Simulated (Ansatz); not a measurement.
System: SiC7.

Input file:

```
crystal:
  lattice:
    - [-3.828789, -3.784524, -0.001884]
    - [0.01114, 3.775269, 3.823249]
    - [-3.824938, 3.778806, -3.837907]
  atoms:
    - { symbol: C, position: [0.5220235387, 0.0166092151, 0.0237121795] }
    - { symbol: C, position: [0.9995872136, 0.9915210325, 0.0061680601] }
    - { symbol: C, position: [0.8362099947, 0.1766241508, 0.6684950783] }
    - { symbol: C, position: [0.67565078, 0.3374587971, 0.3495034278] }
    - { symbol: C, position: [0.1589548412, 0.3312439454, 0.3333870607] }
    - { symbol: C, position: [0.9724461808, 0.4817209186, 0.0087432019] }
    - { symbol: C, position: [0.84804234, 0.6744265477, 0.6579216846] }
    - { symbol: C, position: [0.3230193224, 0.6748279942, 0.6269965419] }
    - { symbol: C, position: [0.6740150446, 0.8392249723, 0.3428057426] }
    - { symbol: C, position: [0.1605636644, 0.8291871967, 0.3219560134] }
    - { symbol: C, position: [0.3175553941, 0.1236333666, 0.9399070799] }
    - { symbol: C, position: [0.8333686141, 0.1694158218, 0.9225053158] }
    - { symbol: C, position: [0.6987416751, 0.3521781783, 0.5847600408] }
    - { symbol: C, position: [0.149192899, 0.3475907781, 0.5703751218] }
    - { symbol: C, position: [0.5066042364, 0.5022966647, 0.2856449013] }
    - { symbol: C, position: [0.9935528631, 0.4975630267, 0.2456893458] }
    - { symbol: C, position: [0.860969512, 0.6821744901, 0.9037869289] }
    - { symbol: C, position: [0.6729022654, 0.8447410805, 0.5774167553] }
    - { symbol: C, position: [0.1549818876, 0.8181918239, 0.5523617653] }
    - { symbol: C, position: [0.5088089291, 0.0044724226, 0.2591110136] }
    - { symbol: C, position: [0.9961466358, 0.9954429876, 0.2481997635] }
    - { symbol: Si, position: [0.3326172857, 0.1699421967, 0.667235135] }
    - { symbol: Si, position: [0.5188745842, 0.4819994114, 0.0148641365] }
    - { symbol: Si, position: [0.3150834055, 0.6816371833, 0.8994444135] }
basis:
  ecutwfc: 420
kpoints:
  mp_grid: { grid: [5, 5, 4] }
hamiltonian:
  xc: pbe
scf:
  occupations: { method: gaussian, width: 0.02 }
  n_extra_bands: 12
output:
  forces: true
  stress: true
  eigenvalues: true
  populations: true
  dos:
    method: { smearing: { sigma: 0.1, scheme: gaussian } }
    projected: true
    de: 0.02
  write_density: true
  write_potential: true
  elf: true
  volumetric_format: npy
```

Run with:

```sh
ansatz run input.yaml --threads 4 --pin off --max-ram 9216MiB --backend cpu --events-out ev --progress --plain --runs-dir out
```

Below, planes, directions and counts refer to the conventional cell (a = 5.37 Å, b = 5.38 Å, c = 6.61 Å, α = 89.43°, β = 89.27°, γ = 60.29°).

Space group P1; a generated structure, not necessarily the stable one.

Theory: DFT PBE, scalar-relativistic, plane waves, PAW in Ansatz 0.2.0.

Question: What can the converged valence pseudo-density and electron localisation function tell about the bonding?

Answer: C–C (1.52 Å): the density is about 1.7 e/Å³ at the midpoint; the ELF peaks at about 0.95 between the atoms (a covalent bond).
Si–Si (2.03 Å): the density is about 0.97 e/Å³ at the midpoint; the ELF peaks at about 1 between the atoms: a covalent bond.
C–C (1.57 Å): the density is about 1.5 e/Å³ at the midpoint; the ELF peaks at about 0.95 between the atoms: a shared electron pair.
C–C (1.60 Å): the density is about 1.5 e/Å³ at the midpoint; the ELF peaks at about 0.95 between the atoms: localised, covalent bonding.

Question: Does the calculation make it a metal, or give it a gap?

Answer: It is gapped, with a Kohn–Sham gap of 1.4 eV on the k-point mesh, an upper bound to the gap of this method.

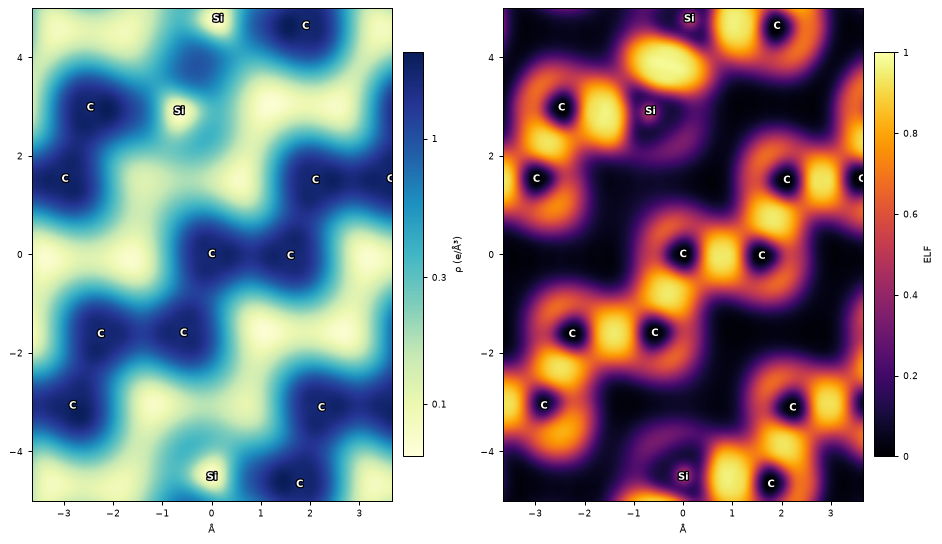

Computed valence pseudo-density and electron localisation function on the (11̄0) plane of the conventional cell, in this order. 

The density is the valence pseudo-density of a PAW calculation; it isn't the true density close to the nuclei.
